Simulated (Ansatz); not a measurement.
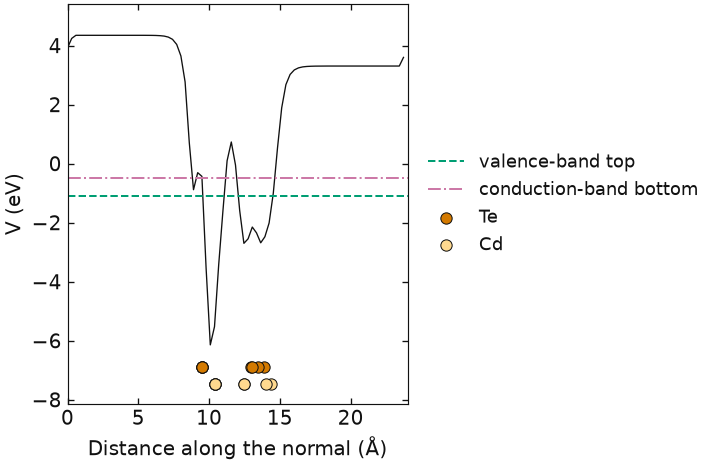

Describe the figure.

Plane-averaged electrostatic potential energy of an electron across the slab; circles at the bottom mark the heights of the atoms. System: a (111) slab cut from CdTe (F-43m), ended by Cd above and Te below, 16 atoms in the cell, the slab at its places in the relaxed adsorbed structure. Method: DFT PBE+D3(BJ), scalar-relativistic, plane waves, PAW, no spin polarisation, 2×2×1 k mesh (Ansatz 0.2.0).

From the vacuum level at the right face the ionisation potential is 4.40 eV and the electron affinity 3.78 eV; at the left face they are 5.44 and 4.82 eV. The slab's gap, their difference before rounding, is 0.62 eV. The vacuum level is 1.04 eV higher at the left than at the right, so the slab carries a dipole along its normal; the ramp in the vacuum, at or near the edge of the plot, is the dipole correction that keeps each side flat. The outermost atoms are 4.9 Å apart, which leaves 19.1 Å of vacuum in a cell 24.0 Å high.

The atoms aren't at rest in this cell (largest force 0.9 eV/Å), so the relaxed material can differ. Spin-orbit coupling is left out, which matters for Te.
